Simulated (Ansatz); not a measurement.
System: Si (slab).

Input

```
crystal:
  lattice:
    - [3.8197684508, 0.0, 0.0]
    - [-1.9098842254, 3.308016515, 0.0]
    - [0.0, 0.0, 28.25501849]
  atoms:
    - { symbol: Si, position: [0.3333333333, 0.6666666667, 0.2654395715] }
    - { symbol: Si, position: [0.0, 0.0, 0.293034916] }
    - { symbol: Si, position: [0.0, 0.0, 0.3758209496] }
    - { symbol: Si, position: [0.6666666667, 0.3333333333, 0.4034162941] }
    - { symbol: Si, position: [0.6666666667, 0.3333333333, 0.4862023277] }
    - { symbol: Si, position: [0.3333333333, 0.6666666667, 0.5137976723] }
    - { symbol: Si, position: [0.3333333333, 0.6666666667, 0.5965837059] }
    - { symbol: Si, position: [0.0, 0.0, 0.6241790504] }
    - { symbol: Si, position: [0.0, 0.0, 0.706965084] }
    - { symbol: Si, position: [0.6666666667, 0.3333333333, 0.7345604285] }
basis:
  ecutwfc: 420
kpoints:
  mp_grid: { grid: [9, 9, 1] }
hamiltonian:
  xc: lda
scf:
  occupations: { method: gaussian, width: 0.05 }
output:
  forces: true
  eigenvalues: true
  write_density: true
  write_potential: true
  elf: true
  volumetric_format: npy
relax:
  adjacent_minimum: "off"
  f_tol: 0.02
  max_steps: 60
efield:
  axis: 3
  dipole_correction: true
```

Run with:

```sh
ansatz run input.yaml --threads 1 --pin off --max-ram 2560MiB --backend cpu --events-out ev --progress --plain --runs-dir out
```

The fields are those of the relaxed geometry.

Level of theory: DFT LDA, scalar-relativistic, plane waves, PAW (Ansatz).

### What will maps of the valence pseudo-density and electron localisation function show?

Si–Si (2.35 Å): the density is about 0.56 e/Å³ at the midpoint; the ELF peaks at about 0.95 between the atoms.

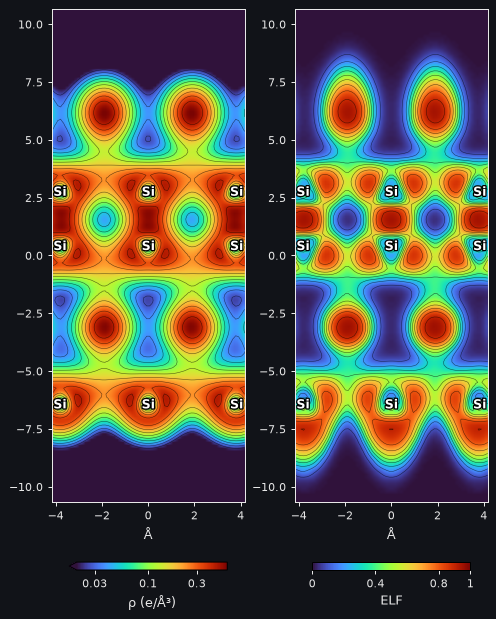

Computed valence pseudo-density and electron localisation function on the (100) plane of the calculation cell, a cut from vacuum to vacuum, in this order. 

In a PAW calculation such maps are meaningful between the atoms, not at the nuclei.
